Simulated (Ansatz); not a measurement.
# AlN: geometry relaxation

The run: geometry relaxation of AlN (F-43m, 2 atoms in the cell). Method and program: DFT r2SCAN, scalar-relativistic, plane waves, PAW, no spin polarisation (Ansatz 0.2.0).

The structure derives from a Materials Project entry.

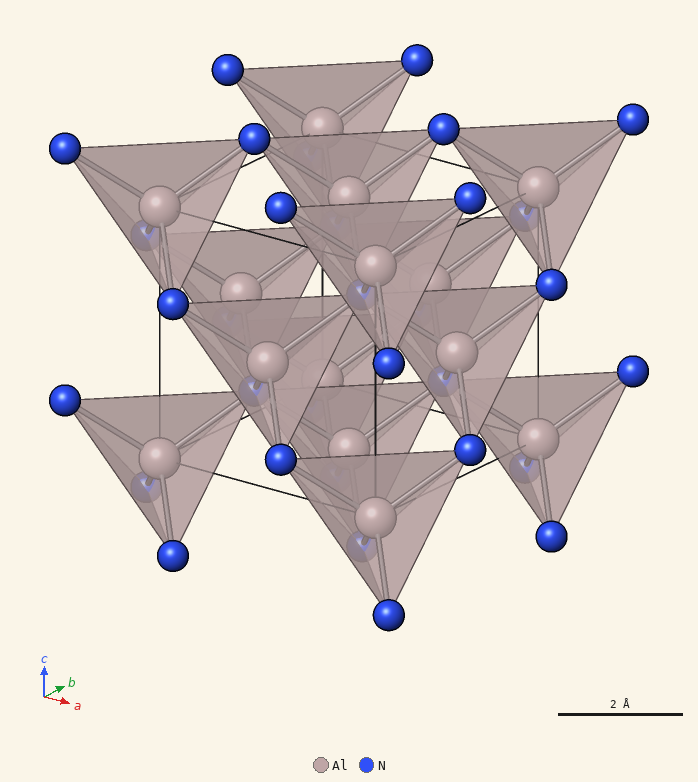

Figure 1. The structure as given in the input (polyhedral view of the cell 4 times as large as that of the calculation, set on its symmetry axes, seen at an oblique angle; polyhedra are completed across the faces of the cell). An atom can appear more than once, as a periodic image.

## Input file
```yaml
crystal:
  lattice:
    - [0.0, 2.1839935596, 2.1839935596]
    - [2.1839935596, 0.0, 2.1839935596]
    - [2.1839935596, 2.1839935596, 0.0]
  atoms:
    - { symbol: Al, position: [0.0, 0.0, 0.0] }
    - { symbol: "N", position: [0.75, 0.75, 0.75] }
basis:
  ecutwfc: 500
kpoints:
  mp_grid: { grid: [10, 10, 10] }
hamiltonian:
  xc: r2scan
scf:
  occupations: { method: gaussian, width: 0.02 }
output:
  forces: true
  stress: true
  eigenvalues: true
relax:
  adjacent_minimum: "off"
  f_tol: 0.005
  max_steps: 80
  cell: { stress_tol: 0.05 }
```

Machine: 1 thread of Intel Xeon @ 2.50GHz (Skylake/Cascade Lake), 189 GiB of memory available, shared host.

Launched with:
```bash
ansatz run input.yaml --threads 1 --pin off --max-ram 2560MiB --backend cpu --events-out ev --progress --plain --runs-dir out
```

## The program's output
```
Engine: ansatz 0.2.0, x86_64-unknown-linux-gnu
Pseudopotentials: kind: paw
Pseudopotential: Al, paw, valence charge 3, recommended cutoff 500 eV (meta_gga), Al.paw.azcp
Pseudopotential: N, paw, valence charge 5, recommended cutoff 500 eV (meta_gga), N.paw.azcp
Functional definition: r2SCAN
  parameter k0 = 0.174
  parameter k1 = 0.065
  parameter a1 = 4.9479
  exchange = r2scan_x(k0 = k0, k1 = k1, a1 = a1)
  correlation = r2scan_c
Crystal: 2 atoms, lattice volume = 20.835 Å³
Basis set: ecut = 500 eV, 531 PW (Γ), exchange–correlation on 96×96×96 points (64 copies of the dense FFT grid, shifted against one another)
Bands: 8, of which v1, the nominal top of the filled ones, is band 4 counted from 1 (3 counted from 0)
Symmetry: 24 space group operations
Space group: F-43m (ITA 216), of the structure as read, at distance tolerance 2.8e-5 Å
k-points: 47 of 1000 (time reversal used)
Non-local potential: Al, projectors of the file, l = 0: 2, l = 1: 2, l = 2: 1
Non-local potential: N, projectors of the file, l = 0: 2, l = 1: 2, l = 2: 1
PAW form: soft (Blöchl's): semilocal exchange-correlation on the pseudo side does not see the compensation charge
PAW frozen core: Al, regenerated for the run's functional (the file was generated under x = pbe(κ = 0.804, μ = 0.2195149727645171), c = pbe(β = 0.06672455060314922))
PAW frozen core: N, regenerated for the run's functional (the file was generated under x = pbe(κ = 0.804, μ = 0.2195149727645171), c = pbe(β = 0.06672455060314922))
PAW one-centre angular grid: Al, 302 points (default); XC on 160 Gauss nodes
PAW one-centre angular grid: N, 302 points (default); XC on 160 Gauss nodes
Initial density: superposition of atomic densities (neutral atoms: chi_scale 0, normalization atom), corrected by the library's trained network
Initial wavefunctions: pseudopotential atomic-orbital guess
Functional: x = r2scan, c = r2scan; τ floored in thin density (d = 2e-4 eV/Å³)
SCF iter   1: F=—  HF=-928.366709 eV  |F-HF|=—  |Δ(HF+E_count)|=         —  Δρ=6.95e-3  dr2=1.09e-2  dr2_τ=1.56e-1  ethr=1.77e-3  ⟨swp⟩=5.0  Hψ=2827  notcnv=0
preconditioner: auto → none  [insulator: Δε(μ)=3.972 eV  Ē_g=16.573 eV  σ=0.020 eV  W_gap=1.00  n_scr=0 (ndim 8)  ℏωp=23.0 eV  f_vac=0.000  D(μ)=0.00/eV (n_scr^D=0)  ε∞_Penn≈2.9]
SCF iter   2: F=—  HF=-928.437398 eV  |F-HF|=—  |Δ(HF+E_count)|=   7.07e-2  Δρ=4.60e-3  dr2=1.93e-3  dr2_τ=2.04e-4  ethr=1.36e-4  ⟨swp⟩=2.9  Hψ=1179  notcnv=0
SCF iter   3: F=—  HF=-928.437200 eV  |F-HF|=—  |Δ(HF+E_count)|=   1.99e-4  Δρ=1.06e-3  dr2=1.54e-4  dr2_τ=3.64e-5  ethr=2.41e-5  ⟨swp⟩=2.0  Hψ=564  notcnv=0
SCF iter   4: F=—  HF=-928.437176 eV  |F-HF|=—  |Δ(HF+E_count)|=   2.38e-5  Δρ=2.14e-4  dr2=1.04e-5  dr2_τ=5.72e-7  ethr=1.92e-6  ⟨swp⟩=2.2  Hψ=570  notcnv=0
SCF iter   5: F=—  HF=-928.437174 eV  |F-HF|=—  |Δ(HF+E_count)|=   1.85e-6  Δρ=4.60e-5  dr2=5.06e-7  dr2_τ=4.12e-8  ethr=1.30e-7  ⟨swp⟩=2.6  Hψ=547  notcnv=0
SCF iter   6: F=-928.437174 eV  HF=-928.437174 eV  |F-HF|=2.63e-8  |Δ(HF+E_count)|=   2.39e-8  Δρ=1.59e-5  dr2=6.17e-8  dr2_τ=1.08e-9  ethr=1.25e-9  ⟨swp⟩=5.1  Hψ=1913  notcnv=0
SCF 1 converged in 6 iterations: F = -928.437174 eV  dr2 = 6.17e-8
  greatest PAW one-centre occupation: 0.794 electrons in one spin orbital (limit 2), on the N atom at site 1 (counted from 0), in its partial waves of l = 0
relax step   1: F+E_penalty+E_count = -928.43717389 eV  Δ(F+E_penalty+E_count) = +0.000e0 eV  max|allowed force component| = 2.035e-16 eV/Å  Δτ_max = 0.0000 Å  P = +0.260 GPa  Ω = 20.835 Å³  (6 SCF iters, dr2 threshold 1.00e-7 eV, accepted)
Crystal: 2 atoms, lattice volume = 20.848 Å³
Initial density: handed on by an earlier stage of this run
Initial wavefunctions: those handed on with the density
iter 1 solved again at ethr=4.46e-8 eV; its pass at ethr=3.10e-3 eV (dr2=3.57e-6 eV) is discarded
SCF iter   1: F=—  HF=-928.437187 eV  |F-HF|=—  |Δ(HF+E_count)|=         —  Δρ=1.24e-4  dr2=3.54e-6  dr2_τ=2.13e-6  ethr=4.46e-8  ⟨swp⟩=1.0  Hψ=2965  notcnv=0
preconditioner: auto → none  [insulator: Δε(μ)=3.940 eV  Ē_g=16.509 eV  σ=0.020 eV  W_gap=1.00  n_scr=0 (ndim 8)  ℏωp=23.0 eV  f_vac=0.000  D(μ)=0.00/eV (n_scr^D=0)  ε∞_Penn≈2.9]
SCF iter   2: F=—  HF=-928.437187 eV  |F-HF|=—  |Δ(HF+E_count)|=   1.03e-8  Δρ=4.07e-5  dr2=1.97e-7  dr2_τ=1.53e-7  ethr=4.43e-8  ⟨swp⟩=2.0  Hψ=549  notcnv=0
SCF iter   3: F=-928.437187 eV  HF=-928.437187 eV  |F-HF|=6.20e-9  |Δ(HF+E_count)|=   3.69e-8  Δρ=1.14e-5  dr2=2.25e-8  dr2_τ=1.28e-9  ethr=2.12e-9  ⟨swp⟩=5.0  Hψ=1827  notcnv=0
SCF 2 converged in 3 iterations: F = -928.437187 eV  dr2 = 2.25e-8
relax step   2: F+E_penalty+E_count = -928.43718658 eV  Δ(F+E_penalty+E_count) = -1.269e-5 eV  max|allowed force component| = 6.245e-17 eV/Å  Δτ_max = 0.0000 Å  P = +0.128 GPa  Ω = 20.848 Å³  energy of the carried Pulay correction = -3.315e-6 eV  (3 SCF iters, dr2 threshold 1.69e-7 eV, accepted)
Crystal: 2 atoms, lattice volume = 20.861 Å³
iter 1 solved again at ethr=5.75e-8 eV; its pass at ethr=3.10e-3 eV (dr2=4.60e-6 eV) is discarded
SCF iter   1: F=—  HF=-928.437188 eV  |F-HF|=—  |Δ(HF+E_count)|=         —  Δρ=1.35e-4  dr2=4.57e-6  dr2_τ=2.12e-6  ethr=5.75e-8  ⟨swp⟩=1.0  Hψ=2965  notcnv=0
preconditioner: auto → none  [insulator: Δε(μ)=3.939 eV  Ē_g=16.502 eV  σ=0.020 eV  W_gap=1.00  n_scr=0 (ndim 8)  ℏωp=23.0 eV  f_vac=0.000  D(μ)=0.00/eV (n_scr^D=0)  ε∞_Penn≈2.9]
SCF iter   2: F=—  HF=-928.437188 eV  |F-HF|=—  |Δ(HF+E_count)|=   1.10e-8  Δρ=5.27e-5  dr2=3.01e-7  dr2_τ=1.93e-7  ethr=5.71e-8  ⟨swp⟩=2.1  Hψ=545  notcnv=0
SCF iter   3: F=—  HF=-928.437188 eV  |F-HF|=—  |Δ(HF+E_count)|=   3.96e-8  Δρ=1.67e-5  dr2=4.45e-8  dr2_τ=2.96e-9  ethr=5.12e-10  ⟨swp⟩=5.1  Hψ=1956  notcnv=0
SCF iter   4: F=-928.437188 eV  HF=-928.437188 eV  |F-HF|=4.65e-10  |Δ(HF+E_count)|=   1.42e-9  Δρ=3.47e-6  dr2=1.27e-9  dr2_τ=1.55e-10  ethr=5.12e-10  ⟨swp⟩=3.6  Hψ=995  notcnv=0
SCF 3 converged in 4 iterations: F = -928.437188 eV  dr2 = 1.27e-9
relax step   3: F+E_penalty+E_count = -928.43718841 eV  Δ(F+E_penalty+E_count) = -1.824e-6 eV  max|allowed force component| = 1.596e-16 eV/Å  Δτ_max = 0.0000 Å  P = -0.002 GPa  Ω = 20.861 Å³  energy of the carried Pulay correction = -6.528e-6 eV  (4 SCF iters, dr2 threshold 4.10e-8 eV, accepted)
Initial wavefunctions: pseudopotential atomic-orbital guess (no wavefunctions were taken with the density)
iter 1 solved again at ethr=2.99e-8 eV; its pass at ethr=3.10e-3 eV (dr2=2.39e-6 eV) is discarded
SCF iter   1: F=—  HF=-928.437201 eV  |F-HF|=—  |Δ(HF+E_count)|=         —  Δρ=5.20e-6  dr2=1.44e-9  dr2_τ=1.14e-9  ethr=2.99e-8  ⟨swp⟩=3.0  Hψ=3899  notcnv=0
preconditioner: auto → none  [insulator: Δε(μ)=3.941 eV  Ē_g=16.503 eV  σ=0.020 eV  W_gap=1.00  n_scr=0 (ndim 8)  ℏωp=23.0 eV  f_vac=0.000  D(μ)=0.00/eV (n_scr^D=0)  ε∞_Penn≈2.9]
SCF iter   2: F=—  HF=-928.437200 eV  |F-HF|=—  |Δ(HF+E_count)|=   5.32e-7  Δρ=2.27e-6  dr2=2.55e-10  dr2_τ=7.78e-11  ethr=1.80e-11  ⟨swp⟩=2.4  Hψ=533  notcnv=0
SCF iter   3: F=—  HF=-928.437200 eV  |F-HF|=—  |Δ(HF+E_count)|=  3.20e-10  Δρ=1.01e-6  dr2=1.09e-10  dr2_τ=4.08e-11  ethr=3.19e-12  ⟨swp⟩=2.0  Hψ=560  notcnv=0
SCF iter   4: F=-928.437200 eV  HF=-928.437200 eV  |F-HF|=2.27e-13  |Δ(HF+E_count)|=  1.93e-12  Δρ=4.86e-8  dr2=1.86e-13  dr2_τ=2.34e-14  ethr=1.00e-12  ⟨swp⟩=3.6  Hψ=1537  notcnv=0
SCF 4 converged in 4 iterations: F = -928.437200 eV  dr2 = 1.86e-13
relax step   4: F+E_penalty+E_count = -928.43720048 eV  Δ(F+E_penalty+E_count) = -1.207e-5 eV  max|allowed force component| = 1.550e-16 eV/Å  Δτ_max = 0.0000 Å  P = -0.002 GPa  Ω = 20.861 Å³  stress off target by 2.20e-3 GPa  SCF on the basis re-selected at this cell (its energy is not comparable with the rows above)  (4 SCF iters)
```

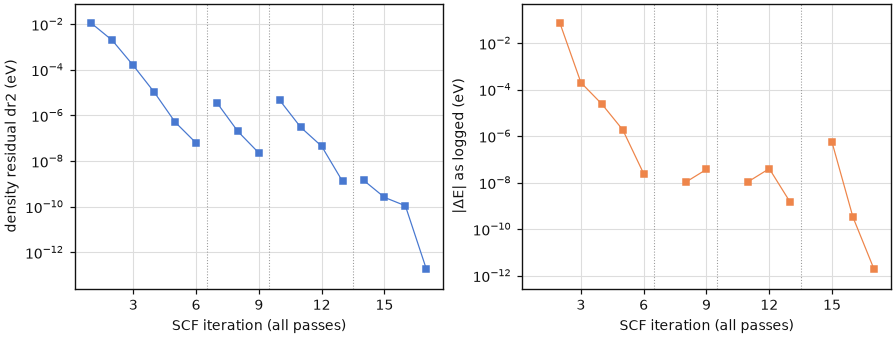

Figure 2. Convergence of the self-consistent field: density residual dr2 and size of the energy change against the SCF iteration. The dotted lines part the SCF passes of the relaxation: geometry steps, rejected trials and re-solves on a re-selected basis. The passes take 6, 3, 4 and 4 iterations.

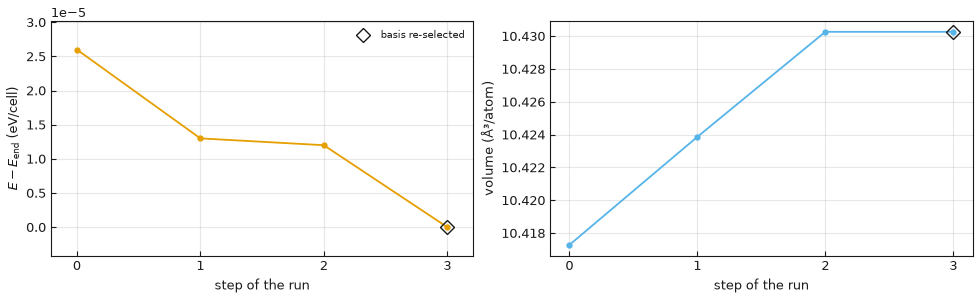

Figure 3. Progress of the relaxation, step by step (the first geometry is step 0 here and step 1 in the log). Over 2 geometry steps the energy falls by next to nothing (0.0 meV per cell of the calculation). All forces vanish by symmetry, so only the cell relaxes. The pressure goes from 0.26 to 0.00 GPa. The atoms keep their places relative to the cell (all moves are under 0.005 Å). Cell: a = b = c 4.368 → 4.370 Å (0.0 %). Volume +0.1 %. The space group stays F-43m (No. 216). A last SCF at the same geometry on a re-selected plane-wave basis shifts the energy by next to nothing (0.0 meV per cell of the calculation).

```
basis re-selected at this cell: Δ(F+E_penalty+E_count) = -1.207e-5 eV, ΔP = -0.001 GPa vs the last step (what re-selecting the basis moved, of the pressure what is left beyond the Pulay correction that the steps carried, after the strain that the cell walked since its last selection, with what the two solves' SCF thresholds leave and, on support functions, any second-order correction that the steps lacked; it is no measure of the basis error at this ecutwfc). This SCF's stress stands 2.20e-3 GPa from its target on what of the cell is left free (relax.cell.stress_tol is 5.00e-2 GPa) and its largest allowed force component is 1.55e-16 eV/Å (relax.f_tol is 5.00e-3 eV/Å): within both
SCF converged after 4 iterations
Free energy (F): -928.437200 eV
Harris-Foulkes:  -928.437200 eV  (|F-HF|=2.27e-13)
Internal energy: -928.437200 eV  (E = F + TS)
E sigma→0 (E₀):  -928.437200 eV
Fermi energy:    8.661250 eV
--- Per-component energies (eV) ---
  E_band       = 11.404464
  E_kinetic    = 160.458194
  E_local      = -223.560988  (includes V_loc(G=0)·N_el)
  E_nonlocal   = 54.311055
  E_hartree    = 78.217072
  E_xc         = -98.825865
  E_vxc        = -119.110076  (∫ρ·V_xc dr)
  E_paw        = -602.466593  (= ΣΔE_a)
  E_vpaw       = -23.520489  (= ΣTr[D̂ρ^β])
  E_aug_tail   = 0.000016  (compensation charges beyond the density's cutoff)
  E_vtau       = 6.392606  (kinetic-family band-sum trace: ∫τ·v_τ [+ j·A + Jᵃ·Aᵃ] dr)
  E_ewald      = -296.480419
  E_core_change = -0.089673  (= ΣΔE_core)
  E_smearing   = -0.000000  (= −TS)
  E_closure    = -0.000000  (closes the sum)
  Σ components = -928.437200   (vs F -928.437200, Δ=0.00e0)
--- Forces (eV/Å), atoms counted from 1 ---
  atom   1  Al    -0.00000000     0.00000000     0.00000000
  atom   2  N     -0.00000000    -0.00000000    -0.00000000
  max |Σ_I F_I| component: 9.71e-17 eV/Å
--- Stress (GPa, compression-positive) ---
       -0.002203       0.000000       0.000000
        0.000000      -0.002203       0.000000
        0.000000       0.000000      -0.002203
  P = ⅓ Tr σ = -0.0022 GPa (-0.022 kbar)
--- Band table (eV; the first three rows and the last of 47) ---
  k-point 0: bands = ["-9.0460", "6.6908", "6.6908", "6.6908", "11.5325", "20.2119", "20.2119", "20.2119"]
  k-point 1: bands = ["-8.8999", "5.8880", "6.6386", "6.6386", "12.1952", "19.8304", "20.3512", "20.3512"]
  k-point 2: bands = ["-8.4860", "4.2644", "6.5080", "6.5080", "13.3668", "19.0340", "20.2401", "20.2401"]
  k-point 46: bands = ["-6.3729", "2.5928", "3.5618", "4.0820", "13.0673", "18.4741", "19.9806", "20.4200"]
--- Relaxed structure (3 steps of the walk, 3 accepted, 1 SCFs on fresh bases) ---
  F+E_penalty+E_count = -928.43720048 eV   max|allowed force component| = 1.550e-16 eV/Å   (the final SCF, on the basis selected at the relaxed cell)
  cell:  # Å, volume = 20.8605 Å³
    - [5.85967783782993e-34, 2.1849006282257712, 2.1849006282257712]
    - [2.1849006282257712, 8.789516756744896e-34, 2.1849006282257712]
    - [2.1849006282257712, 2.1849006282257712, 3.808790594589454e-33]
  atoms:
    - { symbol: Al, position: [1.5983325632339308e-34, -2.406684664179827e-34, -2.149481722969769e-34] }
    - { symbol: N, position: [0.75, 0.75, 0.75] }
```

## Trajectory as extended XYZ (Å, eV, eV/Å), 4 frames, from step=1 to step=4
```
2
Lattice="0.0000 2.1840 2.1840 2.1840 0.0000 2.1840 2.1840 2.1840 0.0000" Properties=species:S:1:pos:R:3:forces:R:3 step=1 energy=-928.43717 pressure_GPa=0.26
Al    0.0000    0.0000    0.0000    0.0000   0.0000   0.0000
N     3.2760    3.2760    3.2760    0.0000   0.0000   0.0000
2
Lattice="0.0000 2.1845 2.1845 2.1845 0.0000 2.1845 2.1845 2.1845 0.0000" Properties=species:S:1:pos:R:3:forces:R:3 step=2 energy=-928.43719 pressure_GPa=0.13
Al    0.0000    0.0000    0.0000    0.0000   0.0000   0.0000
N     3.2767    3.2767    3.2767    0.0000   0.0000   0.0000
2
Lattice="0.0000 2.1849 2.1849 2.1849 0.0000 2.1849 2.1849 2.1849 0.0000" Properties=species:S:1:pos:R:3:forces:R:3 step=3 energy=-928.43719 pressure_GPa=-0.00
Al    0.0000    0.0000    0.0000    0.0000   0.0000   0.0000
N     3.2774    3.2774    3.2774    0.0000   0.0000   0.0000
2
Lattice="0.0000 2.1849 2.1849 2.1849 0.0000 2.1849 2.1849 2.1849 0.0000" Properties=species:S:1:pos:R:3:forces:R:3 step=4 energy=-928.43720 pressure_GPa=-0.00
Al    0.0000    0.0000    0.0000    0.0000   0.0000   0.0000
N     3.2774    3.2774    3.2774    0.0000   0.0000   0.0000
```

## Key numbers

| quantity | value |
| --- | --- |
| outcome | converged |
| space group (tolerance 0.01 Å) | F-43m (216) |
| electrons treated | 8 |
| free energy | −928.4372 eV |
| Fermi energy | 8.661 eV |
| gap on the k-point mesh | 3.94 eV |
| pressure | 0.00 GPa |
| final volume | 20.86 Å³ |
| largest force (length of the vector) at the end | under 0.001 eV/Å |
| final cell | a = 3.090 Å, b = 3.090 Å, c = 3.090 Å, α = 60.00°, β = 60.00°, γ = 60.00° |
| wall time | 20 s |
| peak memory | 0.37 GiB |
